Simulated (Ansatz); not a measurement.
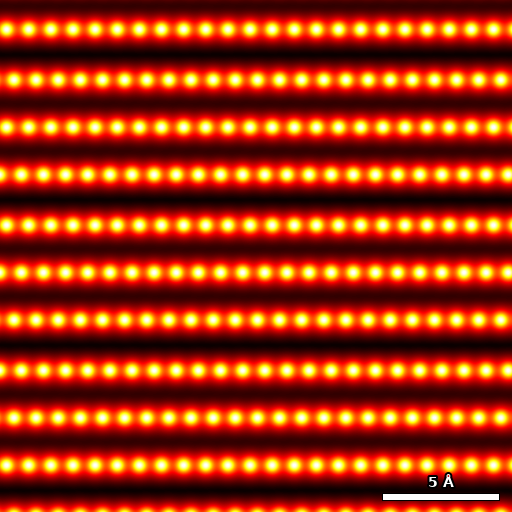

Projected-potential map of a crystal. Computed as the sum of neutral-atom potentials (tabulated electron scattering factors, B = 0.8 Å²) projected along the beam and smoothed by 0.25 Å; brighter is more positive. The display is stretched by a gamma of 0.7; percentages refer to the linear signal.

Q: What two-dimensional lattice does the image show, and how large is its cell?

A: The pattern repeats on an oblique net of 1.0 × 6.4 Å with an angle of 93°.

Q: What is the plane group of the image?

A: p2: twofold rotation points, no mirror or glide lines.

Q: How many columns does the smallest repeating cell hold, and how many levels of brightness?

A: 3 columns in the primitive cell of 6.2 Å², all of one brightness.

The crystal is Mo (R-3m, No. 166) seen along [310]. Model: the geometry relaxed with DFT PBE, scalar-relativistic, plane waves, PAW in Ansatz 0.2.0; the starting structure was generated, so it need not be a known form of this composition.
